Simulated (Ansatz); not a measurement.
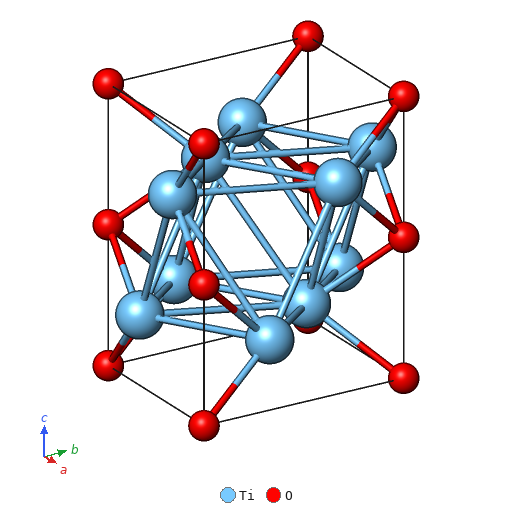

System: Ti₃O, space group P6_3/mcm (No. 193). The picture shows the conventional cell.

The given structure:
```
Ti O
1.0
     5.06549    0.00000    0.00000
    -2.53275    4.38685    0.00000
     0.00000    0.00000    4.84582
Ti O
6 2
Direct
  0.00000 0.67081 0.75000
  0.00000 0.32919 0.25000
  0.67081 0.00000 0.75000
  0.67081 0.67081 0.25000
  0.32919 0.32919 0.75000
  0.32919 0.00000 0.25000
  0.00000 0.00000 0.50000
  0.00000 0.00000 0.00000
```

How it was computed, with Ansatz 0.2.0: third-order Birch-Murnaghan fit to density functional energies at scaled volumes of the given relaxed cell, shape and atoms relaxed at each volume; energies count from the fitted minimum; plane waves with PAW datasets, Γ-centred k mesh. Level: PBEsol, no spin polarisation.

```json
{"setting": "wave cutoff", "value": "420 eV"}
{"setting": "k mesh", "value": "12×12×8"}
{"setting": "occupations", "value": "Gaussian"}
{"setting": "smearing width", "value": "0.1 eV"}
```

Describe the result: the energy above the minimum against volume. The volume takes the values 11.845, 12.249, 12.653, 13.056, 13.460, 13.864, 14.268, 14.806 Å³/atom.

A third-order Birch–Murnaghan fit gives V0 = 13.46 Å³/atom, B0 = 152 GPa and B′ = 4.0. The energy above the minimum is 113.8 meV/atom at volume 11.845 Å³/atom and 54.4 meV/atom at 14.806 Å³/atom; the lowest computed point is at volume 13.460 Å³/atom (0.0 meV/atom), and no other minimum shows. The solid is metallic at every point.

| volume (Å³/atom) | energy above the minimum (meV/atom) |
| --- | --- |
| 11.845 | 113.8 |
| 12.249 | 60.6 |
| 12.653 | 25.5 |
| 13.056 | 6.0 |
| 13.460 | 0.0 |
| 13.864 | 5.5 |
| 14.268 | 20.9 |
| 14.806 | 54.4 |

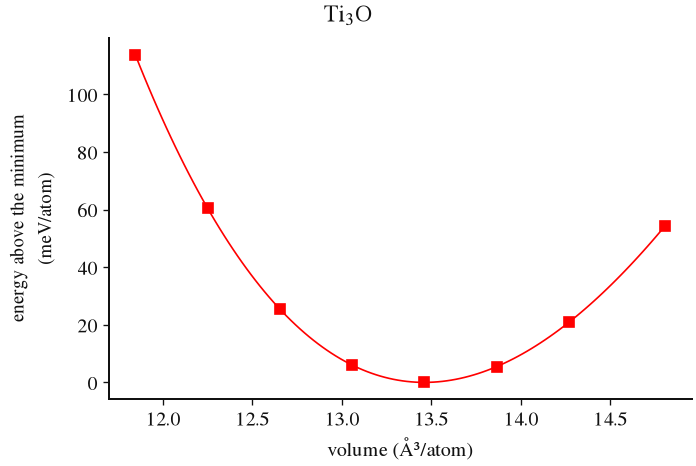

Caveats: no spin polarisation, a magnetic state may lie lower.
